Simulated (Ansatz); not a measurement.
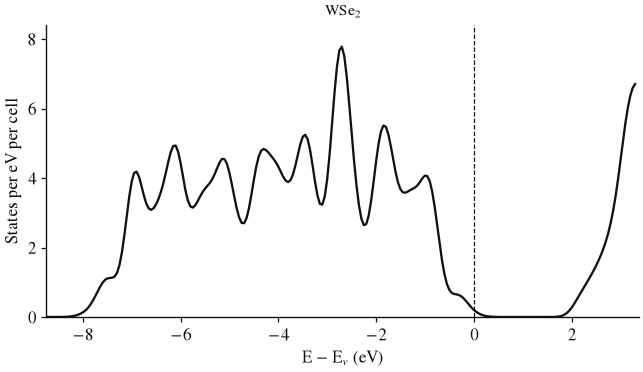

Density of states. Energies are counted from the top of the valence band. The curve is built from the levels of the k mesh with Gaussians 0.4 eV wide, which also blur the band edges.

Input of the run:

```
crystal:
  lattice:
    - [3.2996318046, 0.0, 0.0]
    - [-1.6498159023, 2.8575649659, 0.0]
    - [0.0, 0.0, 13.149585336]
  atoms:
    - { symbol: W, position: [0.6666666667, 0.3333333333, 0.2501999111] }
    - { symbol: W, position: [0.3333333333, 0.6666666667, 0.7498000889] }
    - { symbol: Se, position: [0.3333333333, 0.6666666667, 0.3768527017] }
    - { symbol: Se, position: [0.6666666667, 0.3333333333, 0.8764523353] }
    - { symbol: Se, position: [0.3333333333, 0.6666666667, 0.1235476647] }
    - { symbol: Se, position: [0.6666666667, 0.3333333333, 0.6231472983] }
kpoints:
  mp_grid: { grid: [6, 6, 2] }
  band_path:
    path:
      - [0.0, 0.0, 0.0]
      - [0.5, 0.0, 0.0]
      - [0.3333333333, 0.3333333333, 0.0]
      - [0.0, 0.0, 0.5]
      - [0.5, 0.0, 0.5]
      - [0.3333333333, 0.3333333333, 0.5]
      - [0.179687, 0.179688, 0.0]
    npoints: 1
hamiltonian:
  xc: pbe0
scf:
  occupations: { method: fixed }
  n_extra_bands: 5
output:
  forces: true
  stress: true
  eigenvalues: true
```

Command:
```bash
ansatz run input.yaml --threads 4 --pin off --max-ram 5529MiB --backend cpu --events-out ev --progress --plain --runs-dir out
```

Is there a gap at the Fermi level, and how wide?

Answer. There is a gap; over the k points computed it is 2.18 eV (indirect; the smallest direct gap is 2.59 eV).

How wide is the upper valence band?

Answer. The upper group of valence states starts about 8.0 eV under the valence-band top, with a gap beneath it; it holds about 28 electrons a cell.

Where is the tallest peak of the filled states in the window?

Answer. Within the window shown, the tallest peak of the filled states lies 2.7 eV under the valence-band top, at about 7.8 states per eV and cell.

Spin-orbit coupling is left out, which matters for W.
